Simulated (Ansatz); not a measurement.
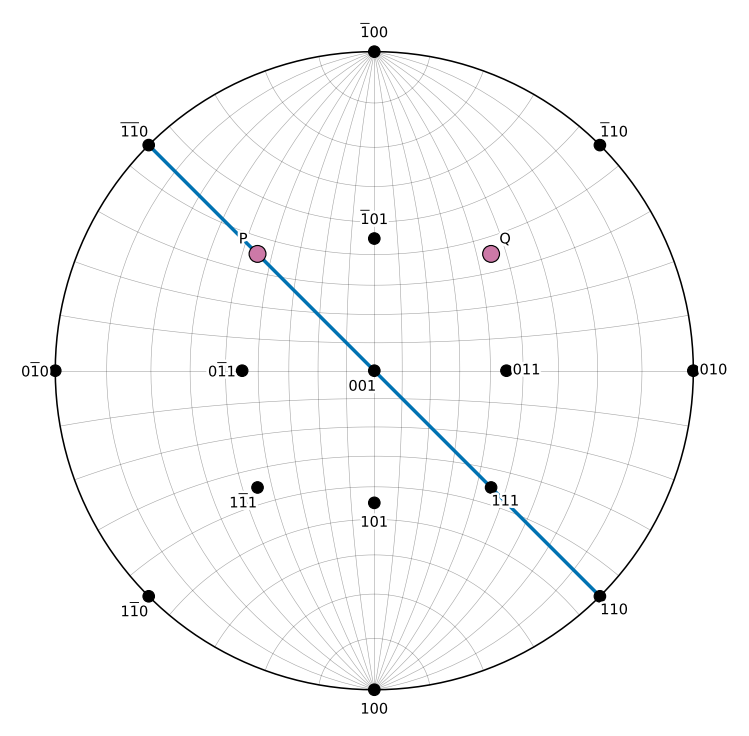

For InAs, coordinates from a relaxation with Ansatz, DFT PBEsol, scalar-relativistic, plane waves, PAW: stereographic projection of plane normals (upper hemisphere) centred on (0 0 1). All values are computed from the atomic coordinates in the standard setting (tolerance 0.002 Å).

a = 6.088 Å, b = 6.088 Å, c = 6.088 Å, α = 90.00°, β = 90.00°, γ = 90.00°.

Index the poles marked P, Q.

Answer. P is (−1 −1 1), 54.7° from the centre; Q is (−1 1 1), 54.7° from the centre.

Which zone does the coloured great circle trace?

Answer. The zone [1 −1 0]: its poles satisfy h − k = 0.

What is the angle between the normals of (0 −1 0) and (1 −1 0), and what are their d_hkl = 1/|g|?

Answer. 45.0°; d = 6.088 Å and 4.305 Å.
